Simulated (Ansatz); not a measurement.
## Two runs on C

System: C (8 atoms in the cell).
Method of the first run: DFT, PBE, plane waves, PAW, no spin polarisation (Ansatz 0.2.0).

The structure derives from a Materials Project entry. The geometry comes from this level: r2scan-rvv10. Text and figures count atoms from 1; the logs count them from 0 in places.

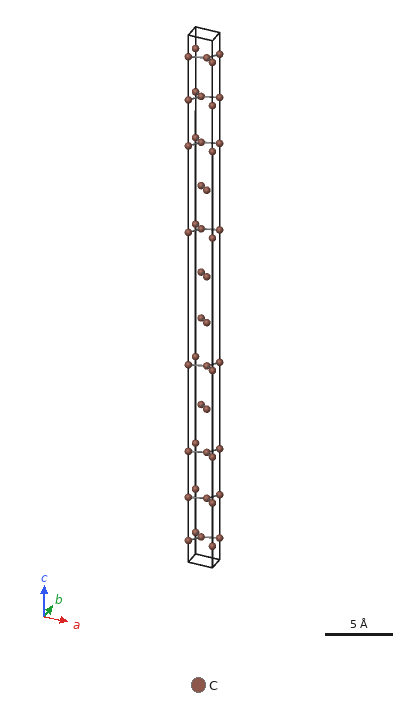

Figure 1. The input geometry (ball-and-stick view of the cell 3 times as large as that of the calculation, set on its symmetry axes, seen slightly off an axis). An atom can appear more than once, as a periodic image.

### The input, the first run
```yaml
crystal:
  lattice:
    - [1.2275202544, 0.7087091493, 13.6213477785]
    - [-1.2275202544, 0.7087091493, 13.6213477785]
    - [0.0, -1.4174182986, 13.6213477785]
  atoms:
    - { symbol: C, position: [0.0410203355, 0.0410203355, 0.0410203355] }
    - { symbol: C, position: [0.8768761369, 0.8768761369, 0.8768761369] }
    - { symbol: C, position: [0.7897911207, 0.7897911207, 0.7897911207] }
    - { symbol: C, position: [0.1231238631, 0.1231238631, 0.1231238631] }
    - { symbol: C, position: [0.9589796645, 0.9589796645, 0.9589796645] }
    - { symbol: C, position: [0.3743533876, 0.3743533876, 0.3743533876] }
    - { symbol: C, position: [0.2102088793, 0.2102088793, 0.2102088793] }
    - { symbol: C, position: [0.6256466124, 0.6256466124, 0.6256466124] }
kpoints:
  mp_grid: { grid: [12, 12, 12] }
  band_path:
    path:
      - [0.0, 0.0, 0.0]
      - [0.5, 0.5, 0.5]
      - [0.8315286348, 0.1684713652, 0.5]
      - [0.5, -0.1684713652, 0.1684713652]
      - [0.5, 0.0, 0.0]
      - [0.3342356826, -0.3342356826, 0.0]
      - [0.6657643174, 0.0, 0.3342356826]
      - [0.5, 0.0, 0.5]
      - [0.0, 0.3333333333, -0.3333333333]
    npoints: 1
hamiltonian:
  xc: pbe
scf:
  occupations: { method: fermi_dirac, width: 0.02 }
  n_extra_bands: 6
output:
  forces: true
  stress: true
  eigenvalues: true
```

Command:
```bash
ansatz run input.yaml --threads 2 --pin off --max-ram 3686MiB --backend cpu --events-out ev --progress --plain --runs-dir out
```

Hardware: 2 threads of Arm Neoverse V1, 24 GiB of memory available, shared host.

### Output, shortened to warnings, some set-up lines, iterations and results (the first run)
```
Basis set: ecut = 420 eV, 1347 PW (Γ), FFT grids on a1−a3, a2−a3, a3, exchange–correlation on 36×36×192 points (8 copies of the dense FFT grid, shifted against one another)
Symmetry: 12 space group operations
k-points: 189 of 1728
Initial density: superposition of atomic densities (neutral atoms: chi_scale 0, normalization atom), corrected by the library's trained network
[...]
SCF iter   1: F=—  HF=-2007.413453 eV  |F-HF|=—  |Δ(HF+E_count)|=         —  Δρ=2.58e-3  dr2=5.47e-3  ethr=1.77e-3  ⟨swp⟩=7.5  Hψ=22386  notcnv=0  defer=1
SCF iter   2: F=—  HF=-2007.414464 eV  |F-HF|=—  |Δ(HF+E_count)|=   1.01e-3  Δρ=1.04e-3  dr2=1.49e-3  ethr=1.71e-5  ⟨swp⟩=2.2  Hψ=9404  notcnv=0  defer=310
SCF iter   3: F=—  HF=-2007.414159 eV  |F-HF|=—  |Δ(HF+E_count)|=   3.04e-4  Δρ=4.80e-4  dr2=5.56e-4  ethr=4.65e-6  ⟨swp⟩=2.1  Hψ=7393  notcnv=0  defer=310
SCF iter   4: F=—  HF=-2007.414030 eV  |F-HF|=—  |Δ(HF+E_count)|=   1.30e-4  Δρ=1.17e-4  dr2=1.40e-5  ethr=1.74e-6  ⟨swp⟩=2.0  Hψ=5309  notcnv=0  defer=310
SCF iter   5: F=—  HF=-2007.414000 eV  |F-HF|=—  |Δ(HF+E_count)|=   2.98e-5  Δρ=3.87e-5  dr2=1.20e-6  ethr=4.36e-8  ⟨swp⟩=2.2  Hψ=6360  notcnv=0  defer=310
SCF iter   6: F=—  HF=-2007.414000 eV  |F-HF|=—  |Δ(HF+E_count)|=   7.56e-7  Δρ=2.09e-5  dr2=2.99e-7  ethr=3.76e-9  ⟨swp⟩=2.0  Hψ=6889  notcnv=0  defer=310
SCF iter   7: F=-2007.414000 eV  HF=-2007.414000 eV  |F-HF|=1.63e-8  |Δ(HF+E_count)|=   3.70e-8  Δρ=5.49e-6  dr2=9.63e-9  ethr=3.13e-10  ⟨swp⟩=9.8  Hψ=19745  notcnv=0
SCF 1 converged in 7 iterations: F = -2007.414000 eV  dr2 = 9.63e-9
NSCF: frozen V_eff on 9 k-points
SCF converged after 7 iterations
Free energy (F): -2007.414000 eV
Harris-Foulkes:  -2007.414000 eV  (|F-HF|=1.63e-8)
Internal energy: -2007.413178 eV  (E = F + TS)
E sigma→0 (E₀):  -2007.413589 eV
Entropy (-TS):   -0.000822 eV (-0.103 meV/atom)
Fermi energy:    6.904615 eV
--- Per-component energies (eV) ---
  E_band       = -72.411072
  E_kinetic    = 730.434548
  E_local      = -1269.363112  (includes V_loc(G=0)·N_el)
  E_nonlocal   = 219.165184
  E_hartree    = 389.385023
  E_xc         = -384.904062
  E_vxc        = -476.629541  (∫ρ·V_xc dr)
  E_paw        = -795.047135  (= ΣΔE_a)
  E_vpaw       = -54.788123  (= ΣTr[D̂ρ^β])
  E_aug_tail   = 0.000061  (compensation charges beyond the density's cutoff)
  E_ewald      = -897.083685
  E_smearing   = -0.000822  (= −TS)
  E_closure    = 0.000000  (closes the sum)
  Σ components = -2007.414000   (vs F -2007.414000, Δ=0.00e0)
--- Forces (eV/Å), atoms counted from 1 ---
  atom   1  C     -0.00000000     0.00000000    -0.00224738
  atom   2  C     -0.00000000     0.00000000    -0.00511703
  atom   3  C     -0.00000000     0.00000000     0.02158866
  atom   4  C      0.00000000    -0.00000000     0.00511703
  atom   5  C      0.00000000    -0.00000000     0.00224738
  atom   6  C      0.00000000     0.00000000     0.00089937
  atom   7  C      0.00000000    -0.00000000    -0.02158866
  atom   8  C     -0.00000000     0.00000000    -0.00089937
  max |Σ_I F_I| component: 3.90e-18 eV/Å
--- Stress (GPa, compression-positive) ---
        5.456551      -0.000000      -0.000000
       -0.000000       5.456551      -0.000000
       -0.000000      -0.000000       3.256496
  P = ⅓ Tr σ = 4.7232 GPa (47.232 kbar)
```

The input of the second run differs as follows (lines with − go, lines with + come):
```diff
-  mp_grid: { grid: [12, 12, 12] }
+  mp_grid: { grid: [4, 4, 4] }
+basis:
+  ecutwfc: 260
```

Predict how the results change.

The free energy of the second run is 378.3 meV per atom higher, the joint effect of these numerical settings, which can't be told apart here. A gap of 3.30 eV opens on the mesh, where the first run has none. Between meshes this is a matter of sampling: the true gap is no larger than the smaller value. The pressure goes from 4.72 to 10.24 GPa. The number of SCF iterations is the same. The irreducible k-points go from 189 to 13. The plane waves at Γ go from 1347 to 707.

### Output, shortened to warnings, some set-up lines, iterations and results (the second run)
```
Warning: basis.ecutwfc = 260 eV is below the records' recommended 420 eV, and the density's cutoff is lower with it unless basis.ecutrho_ratio is high enough to keep the records' density cutoff: compare with a run at a higher cutoff
Basis set: ecut = 260 eV, 707 PW (Γ), FFT grids on a1−a3, a2−a3, a3, exchange–correlation on 30×30×150 points (8 copies of the dense FFT grid, shifted against one another)
Symmetry: 12 space group operations
k-points: 13 of 64
Initial density: superposition of atomic densities (neutral atoms: chi_scale 0, normalization atom), corrected by the library's trained network
[...]
SCF iter   1: F=—  HF=-2004.364038 eV  |F-HF|=—  |Δ(HF+E_count)|=         —  Δρ=1.98e-2  dr2=6.07e-2  ethr=1.77e-3  ⟨swp⟩=8.0  Hψ=1506  notcnv=0  defer=1
SCF iter   2: F=—  HF=-2004.379237 eV  |F-HF|=—  |Δ(HF+E_count)|=   1.52e-2  Δρ=9.43e-3  dr2=1.23e-2  ethr=1.90e-4  ⟨swp⟩=2.7  Hψ=581  notcnv=0  defer=22
SCF iter   3: F=—  HF=-2004.387832 eV  |F-HF|=—  |Δ(HF+E_count)|=   8.59e-3  Δρ=1.26e-3  dr2=2.76e-3  ethr=3.84e-5  ⟨swp⟩=3.5  Hψ=606  notcnv=0  defer=22
SCF iter   4: F=—  HF=-2004.387260 eV  |F-HF|=—  |Δ(HF+E_count)|=   5.72e-4  Δρ=4.73e-4  dr2=2.39e-4  ethr=8.62e-6  ⟨swp⟩=2.5  Hψ=485  notcnv=0  defer=22
SCF iter   5: F=—  HF=-2004.387238 eV  |F-HF|=—  |Δ(HF+E_count)|=   2.18e-5  Δρ=1.45e-4  dr2=9.36e-6  ethr=7.47e-7  ⟨swp⟩=2.4  Hψ=404  notcnv=0  defer=22
SCF iter   6: F=—  HF=-2004.387412 eV  |F-HF|=—  |Δ(HF+E_count)|=   1.74e-4  Δρ=4.85e-5  dr2=8.44e-7  ethr=2.92e-8  ⟨swp⟩=3.0  Hψ=512  notcnv=0  defer=21
SCF iter   7: F=-2004.387413 eV  HF=-2004.387413 eV  |F-HF|=1.51e-8  |Δ(HF+E_count)|=   7.16e-7  Δρ=1.07e-5  dr2=7.43e-8  ethr=3.13e-10  ⟨swp⟩=10.8  Hψ=1443  notcnv=0
SCF 1 converged in 7 iterations: F = -2004.387413 eV  dr2 = 7.43e-8
NSCF: frozen V_eff on 9 k-points
SCF converged after 7 iterations
Free energy (F): -2004.387413 eV
Harris-Foulkes:  -2004.387413 eV  (|F-HF|=1.51e-8)
Internal energy: -2004.387413 eV  (E = F + TS)
E sigma→0 (E₀):  -2004.387413 eV
Fermi energy:    6.633410 eV
--- Per-component energies (eV) ---
  E_band       = -72.030845
  E_kinetic    = 735.899668
  E_local      = -1257.828508  (includes V_loc(G=0)·N_el)
  E_nonlocal   = 206.130930
  E_hartree    = 386.996876
  E_xc         = -387.737903
  E_vxc        = -480.344957  (∫ρ·V_xc dr)
  E_paw        = -790.764921  (= ΣΔE_a)
  E_vpaw       = -49.883085  (= ΣTr[D̂ρ^β])
  E_aug_tail   = 0.000131  (compensation charges beyond the density's cutoff)
  E_ewald      = -897.083685
  E_smearing   = -0.000000  (= −TS)
  E_closure    = -0.000000  (closes the sum)
  Σ components = -2004.387413   (vs F -2004.387413, Δ=0.00e0)
--- Forces (eV/Å), atoms counted from 1 ---
  atom   1  C     -0.00000000     0.00000000     0.00723379
  atom   2  C     -0.00000000     0.00000000    -0.00547793
  atom   3  C     -0.00000000     0.00000000     0.00154600
  atom   4  C      0.00000000     0.00000000     0.00547793
  atom   5  C      0.00000000    -0.00000000    -0.00723379
  atom   6  C      0.00000000    -0.00000000    -0.00743116
  atom   7  C      0.00000000    -0.00000000    -0.00154600
  atom   8  C     -0.00000000     0.00000000     0.00743116
  max |Σ_I F_I| component: 1.73e-18 eV/Å
--- Stress (GPa, compression-positive) ---
       13.993162      -0.000000      -0.000000
       -0.000000      13.993162      -0.000000
       -0.000000      -0.000000       2.748556
  P = ⅓ Tr σ = 10.2450 GPa (102.450 kbar)
```

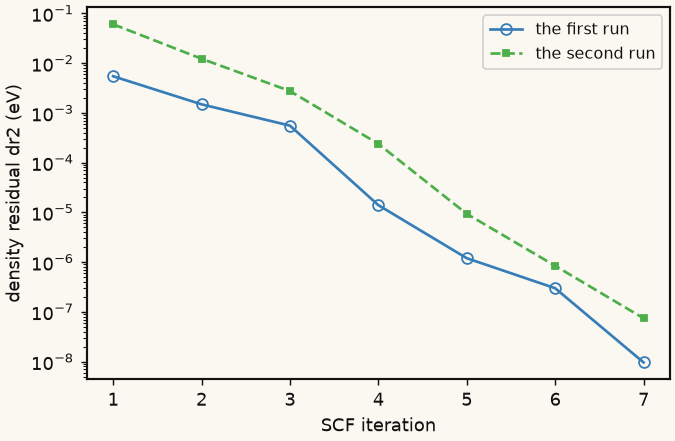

Figure 2. Convergence of the two runs: density residual dr2 against the SCF iteration. The first run takes 7 iterations in all, and the second run takes 7.

### The two runs side by side

```tsv
quantity	the first run	the second run
outcome	converged	converged
free energy per atom (eV)	−250.9268	−250.5484
gap on the mesh (eV)	0.00	3.30
pressure (GPa)	4.72	10.24
largest force (eV/Å)	0.022	0.007
SCF iterations	7	7
irreducible k-points	189	13
plane waves at Γ	1347	707
wall time (shared host)	11 s	0.76 s
```

For the second run: Warnings: the cutoff is below the recommended one. So coarse a mesh can miss the band edges, so the true gap of this method can be much smaller, or zero. The k-point mesh is coarse for a cell of this size, so the results may not be converged.
